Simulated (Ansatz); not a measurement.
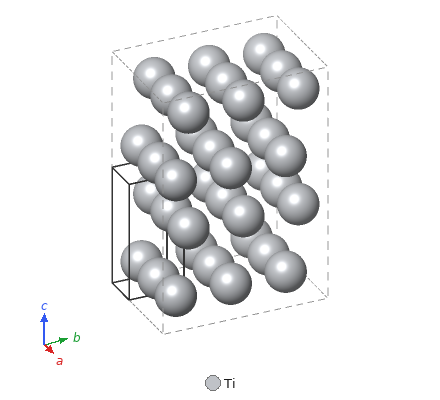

Ti (P6_3/mmc, No. 194): the end point of a relaxation with Ansatz, DFT PBE, scalar-relativistic, plane waves, PAW; the starting structure was generated, so it need not be a known form of this composition.

```cif
data_structure
_symmetry_space_group_name_H-M 'P6_3/mmc'
_symmetry_Int_Tables_number 194
_cell_length_a 2.9390
_cell_length_b 2.9390
_cell_length_c 4.6497
_cell_angle_alpha 90.000
_cell_angle_beta 90.000
_cell_angle_gamma 120.000
_cell_volume 34.78
loop_
_atom_site_label
_atom_site_type_symbol
_atom_site_symmetry_multiplicity
_atom_site_Wyckoff_symbol
_atom_site_fract_x
_atom_site_fract_y
_atom_site_fract_z
_atom_site_occupancy
Ti1 Ti 2 d 0.66667 0.33333 0.25000 1
```

What will a Z-contrast image along [101] show? Simulation: incoherent imaging, intensity Z^1.6 per atom, probe width 0.50 Å, thin sample. The probe carries 15 % of its weight in a tail 2.5 times as wide. The display is stretched by a gamma of 0.65; percentages refer to the linear signal.

Answer. The columns repeat on a centred rectangular net of 2.48 × 5.09 Å (plane group c2mm). All columns are alike (Ti). The shortest distance between visible columns is 0.85 Å in projection. Along the beam the structure repeats every 5.50 Å.

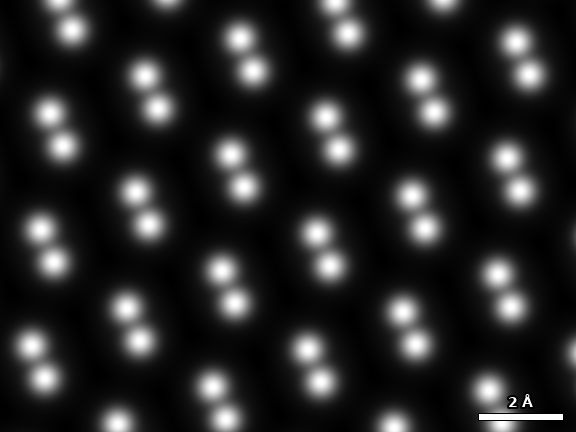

The simulated image.
